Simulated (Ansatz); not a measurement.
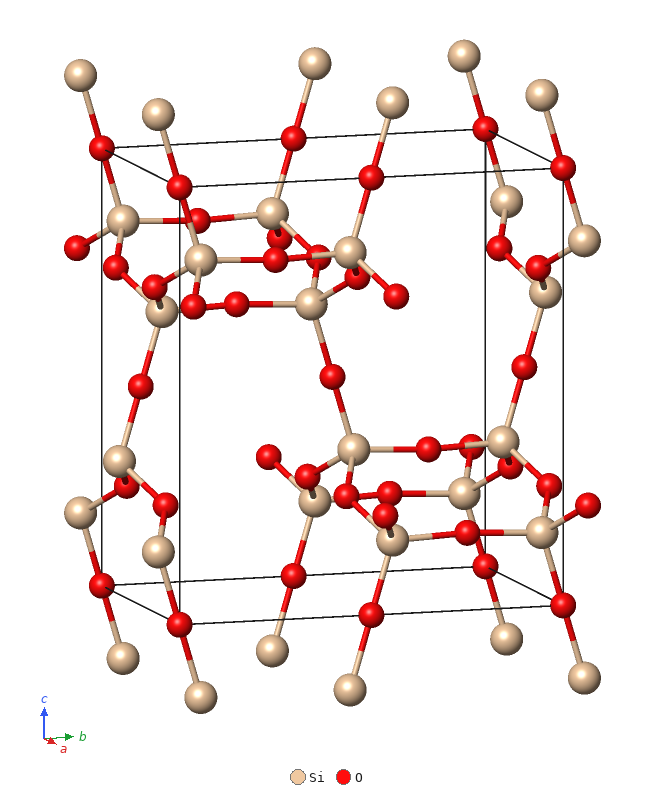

The crystal in a ball-and-stick representation, seen slightly off an axis. The lines enclose the conventional unit cell; boundary atoms appear with their images. Periodic images bonded to atoms of the box are shown as well. Cell: a = 5.263 Å, b = 8.232 Å, c = 9.063 Å, α = 90.00°, β = 90.00°, γ = 90.00°.

- Its composition is SiO$_{2}$.
- Space group: Imma (No. 74). Lattice: body-centred orthorhombic.
- Cell content 8 Si, 16 O; Z = 8.
- Each Si has four O in a tetrahedral arrangement at about 1.6 Å. The neighbours of O are two Si at about 1.6 Å.
- The bonds build a three-dimensional framework.

Provenance: a structure listed in the Materials Project. Earlier steps of the study, as a rule a relaxation of our own, may have changed the cell and positions, so they can lie some per cent off the listed ones. A calculation with Ansatz used it as input.
